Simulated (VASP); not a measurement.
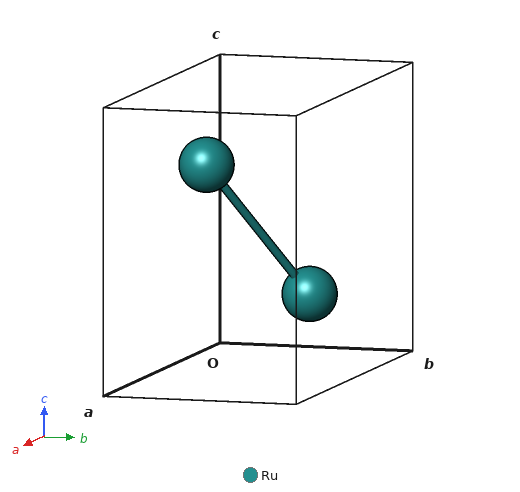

Crystal: Ru, an entry of the Crystallography Open Database, as set up for an electronic-structure calculation. One unit cell is drawn above. Symmetry computed with spglib at a tolerance of 0.002 Å; standard conventional cell.

```
Ru
1.0
     2.70580    0.00000    0.00000
    -1.35290    2.34329    0.00000
     0.00000    0.00000    4.28190
Ru
2
Cartesian
  1.3529 0.7811 3.2114
  0.0000 1.5622 1.0705
```

What is its point group?

6/mmm (D6h), order 24, hexagonal system: one sixfold axis, six twofold axes, seven mirror planes, an inversion centre.

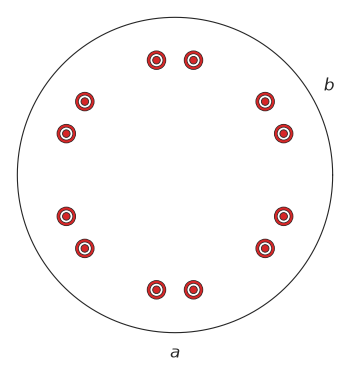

Stereographic projection: filled dots lie in the upper hemisphere, open rings in the lower. The poles are one general form. The c axis points at the viewer.

What does this class allow?

Class 6/mmm is centrosymmetric, so neither piezoelectric nor pyroelectric; it is not chiral. Its Laue class is 6/mmm.
